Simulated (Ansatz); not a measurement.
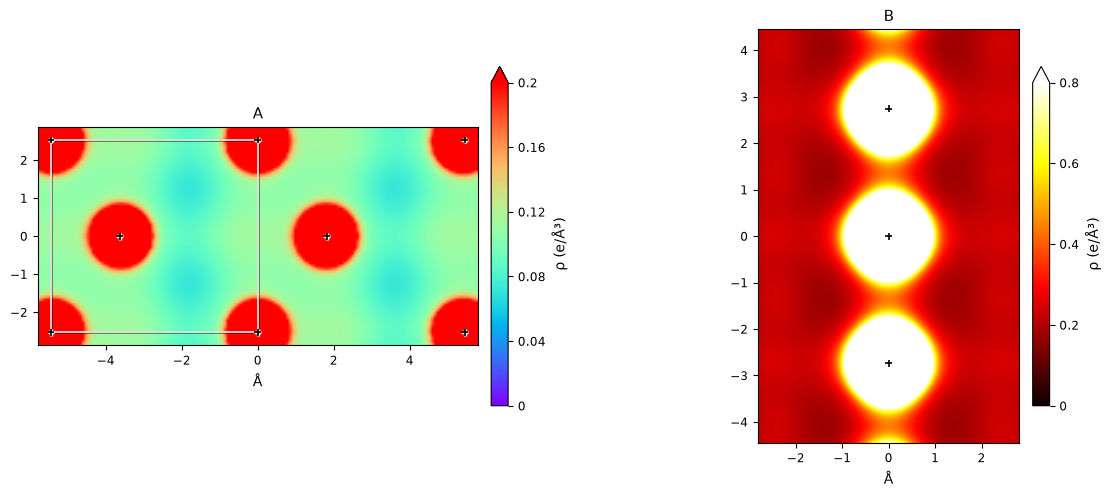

The valence electron density of 2 systems, each on a plane through atoms (crosses mark nuclei in the plane).

Theory: DFT, BLYP, plane waves (420 eV) with PAW, scalar-relativistic (Ansatz).

System 1: Mg, the (100) plane of the conventional cell. Space group C2/c; set up as Mg, beta-Sn type; a generated structure, not necessarily the stable one; changed on purpose from its base cell (volume × 0.92); computed pressure about 3 GPa in this cell.

```
Mg
1.0
    -0.37230   -0.37230    3.09340
    -3.84857    3.84857    0.00000
    -3.52282   -3.52282   -0.86482
Mg
4
Direct
  0.00000 0.33343 0.75000
  0.50000 0.83343 0.75000
  0.00000 0.66657 0.25000
  0.50000 0.16657 0.25000
```

System 2: W, the (100) plane of the conventional cell. Space group P6/mmm; set up as W, omega (AlB2-type); a generated structure, not necessarily the stable one; changed on purpose from its base cell (volume × 1.12); computed pressure about −22 GPa in this cell.

```xyz
3
Lattice="4.9308 0.0000 0.0000 -2.4654 4.2702 0.0000 0.0000 0.0000 2.7370" Properties=species:S:1:pos:R:3 pbc="T T T"
W     0.0000    0.0000    0.0000
W     0.0000    2.8468    1.3685
W     2.4654    1.4234    1.3685
```

Which map belongs to which system?

Panel A is system 1, Mg: the plane holds Mg. Mg–Mg (3.11 Å): ρ at the midpoint is about 0.11 e/Å³. Panel B is system 2, W: the plane holds W. W–W (2.74 Å): ρ is about 0.44 e/Å³ halfway.
